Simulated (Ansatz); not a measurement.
# AlN: what the fields show

The calculation's input:

```
crystal:
  lattice:
    - [5.3291138, 0.0, 0.0]
    - [0.0, 5.3291138, 0.0]
    - [0.0, 0.0, 3.1218369]
  atoms:
    - { symbol: Al, position: [0.676986, 0.676986, 0.0] }
    - { symbol: Al, position: [0.176986, 0.823014, 0.5] }
    - { symbol: Al, position: [0.823014, 0.176986, 0.5] }
    - { symbol: Al, position: [0.323014, 0.323014, 0.0] }
    - { symbol: "N", position: [0.815421, 0.815421, 0.5] }
    - { symbol: "N", position: [0.184579, 0.184579, 0.5] }
    - { symbol: "N", position: [0.684579, 0.315421, 0.0] }
    - { symbol: "N", position: [0.315421, 0.684579, 0.0] }
basis:
  ecutwfc: 420
kpoints:
  mp_grid: { grid: [4, 4, 8] }
  band_path:
    path:
      - [[0.0, 0.0, 0.0], [0.0, 0.5, 0.0], [0.5, 0.5, 0.0], [0.0, 0.0, 0.0], [0.0, 0.0, 0.5], [0.0, 0.5, 0.5], [0.5, 0.5, 0.5], [0.0, 0.0, 0.5]]
      - [[0.0, 0.5, 0.0], [0.0, 0.5, 0.5]]
      - [[0.5, 0.5, 0.0], [0.5, 0.5, 0.5]]
    npoints: 14
hamiltonian:
  xc: pbe
scf:
  occupations: { method: gaussian, width: 0.02 }
  n_extra_bands: 20
output:
  forces: true
  stress: true
  eigenvalues: true
  populations: true
  dos: { projected: true, de: 0.02, nscf_kmesh: { grid: [6, 6, 12] } }
  bader: true
  write_density: true
  write_potential: true
  elf: true
  volumetric_format: npy
```

Run with:

```sh
ansatz run input.yaml --threads 4 --pin off --max-ram 8192MiB --backend cpu --events-out ev --progress --plain --runs-dir out
```

Below, planes, directions and counts refer to the conventional cell (a = 5.33 Å, b = 5.33 Å, c = 3.12 Å, α = 90.00°, β = 90.00°, γ = 90.00°).

Space group P4₂/mnm; a structure generated by program, which may or may not match a known phase.

Theory: DFT PBE, scalar-relativistic, plane waves, PAW in Ansatz.

The density is the valence pseudo-density of a PAW calculation; it isn't the true density close to the nuclei.

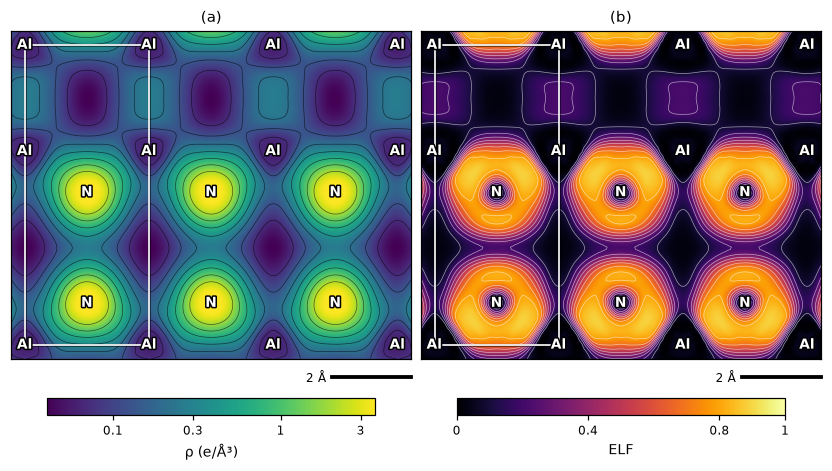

Figure 1. (a) valence pseudo-density; (b) electron localisation function on the (11̄0) plane of the conventional cell.

Read the bonding off the picture.

- Atoms in the plane: Al and N.
- Al–N (1.88 Å): the density is about 0.7 e/Å³ at the midpoint; the ELF peaks at about 0.90 between the atoms; a shared but strongly polarised pair.
- Between the atoms the lowest density in this plane is 0.04 e/Å³.

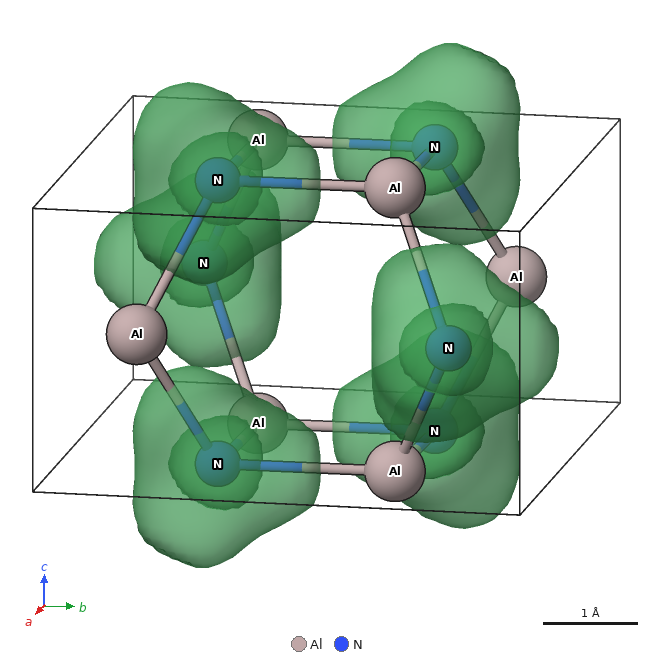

Figure 2. Isosurface of the electron localisation function at 0.75 (green), seen slightly off an axis. Only the valence region is drawn (cores and ρ < 0.01 e/Å³ removed). Sticks mark near contacts.

What do the ELF domains correspond to?

At this value the surface marks out four regions on N in which the atom's valence shell and bonds are merged, counted in one cell of 8 atoms. Any copies at cell faces, edges or corners count once. Along the contacts the grid gives the following. Al–N (1.93 Å): the ELF peaks at about 0.85 in the valence shell of N, 0.8 Å from its nucleus, and is about 0.85 at the midpoint.

Does the calculation make it a metal, or give it a gap?

It is gapped, with a Kohn–Sham gap of 3.7 eV on the k-point mesh, an upper bound to the gap of this method.

What Bader charges does the calculation give?

Electrons move from Al towards N. Bader charges: Al +2.43 and N −2.43 e.
